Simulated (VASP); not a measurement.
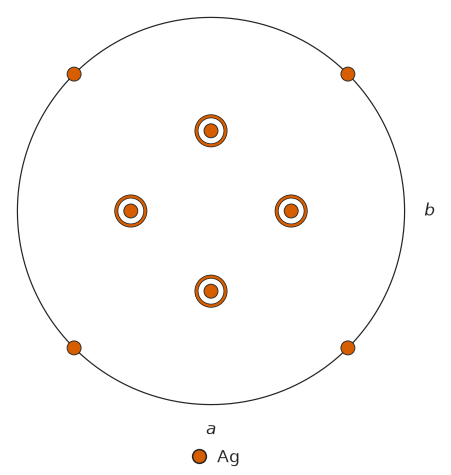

Directions from one silver atom at (0, 0, 0) to its bonded neighbours, in stereographic projection down c (filled: above the plane of the page or in it, open: below). Crystal: Ag, the end point of a relaxation with VASP Kohn-Sham DFT of a periodic cell, PBEsol with D4, VASP PAW PBE potentials, recommended in VASP. The drawing is computed from the coordinates (standard cell, symmetry found to 0.002 Å).

Neighbours are counted up to 3.18 Å for Ag.

```cif
data_structure
_symmetry_space_group_name_H-M 'P 1'
_symmetry_Int_Tables_number 1
_cell_length_a 4.0149
_cell_length_b 4.0149
_cell_length_c 4.0149
_cell_angle_alpha 90.000
_cell_angle_beta 90.000
_cell_angle_gamma 90.000
_cell_volume 64.72
loop_
_atom_site_label
_atom_site_type_symbol
_atom_site_fract_x
_atom_site_fract_y
_atom_site_fract_z
_atom_site_occupancy
Ag1 Ag 0.00000 0.00000 0.00000 1
Ag2 Ag 0.00000 0.50000 0.50000 1
Ag3 Ag 0.50000 0.00000 0.50000 1
Ag4 Ag 0.50000 0.50000 0.00000 1
```

> How many neighbours are there, and at what angles?

12: 12 Ag at 2.84 Å. Angles between bonds: 60° (24×), 90° (12×), 120° (24×), 180° (6×).

> What is the site's symmetry in the crystal?

Point group m-3m (Oh), order 48: three fourfold axes, four threefold axes, six twofold axes, nine mirror planes, an inversion centre. In Fm-3m (No. 225) this is Wyckoff position 4a.
